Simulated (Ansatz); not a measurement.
System: TiAl.

```cif
data_structure
_symmetry_space_group_name_H-M 'P 1'
_symmetry_Int_Tables_number 1
_cell_length_a 3.1561
_cell_length_b 3.3874
_cell_length_c 3.5032
_cell_angle_alpha 90.000
_cell_angle_beta 90.000
_cell_angle_gamma 90.000
_cell_volume 37.45
loop_
_atom_site_label
_atom_site_type_symbol
_atom_site_fract_x
_atom_site_fract_y
_atom_site_fract_z
_atom_site_occupancy
Ti1 Ti 0.00000 0.00000 0.00000 1
Al1 Al 0.50000 0.50000 0.50000 1
```

Space group Pmmm; a structure from a database of computed crystals, not necessarily the ambient phase; changed on purpose from its base cell (normal strain along x +0.0733, normal strain along y +0.1100); computed pressure about −14 GPa in this cell; computed without spin polarisation; PAW files of the earlier set (soft_1).

The calculation used DFT PBEsol, scalar-relativistic, plane waves, PAW (Ansatz).

Question: What will maps of the valence pseudo-density and electron localisation function show?

Answer: Ti–Al (2.90 Å): the density is about 0.17 e/Å³ at the midpoint; the ELF is about 0.35 at the midpoint.

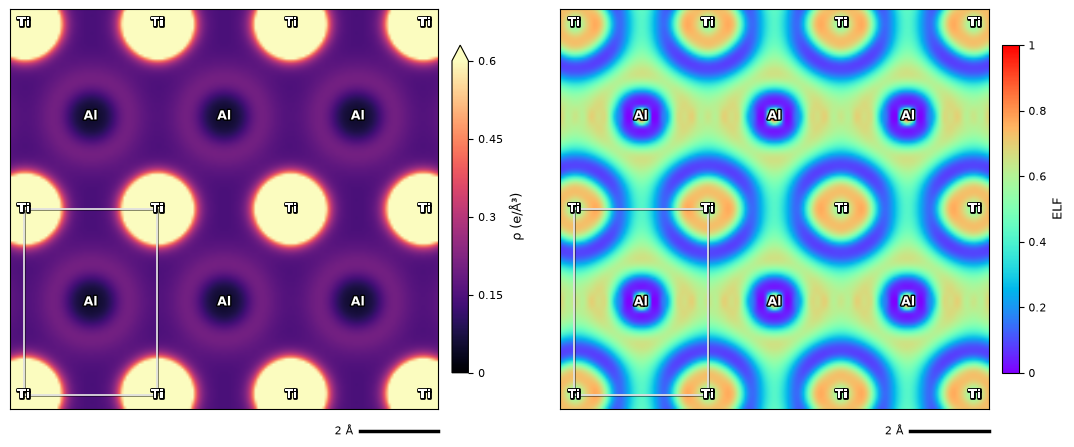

Computed valence pseudo-density and electron localisation function on the (101) plane of the conventional cell, in this order. 
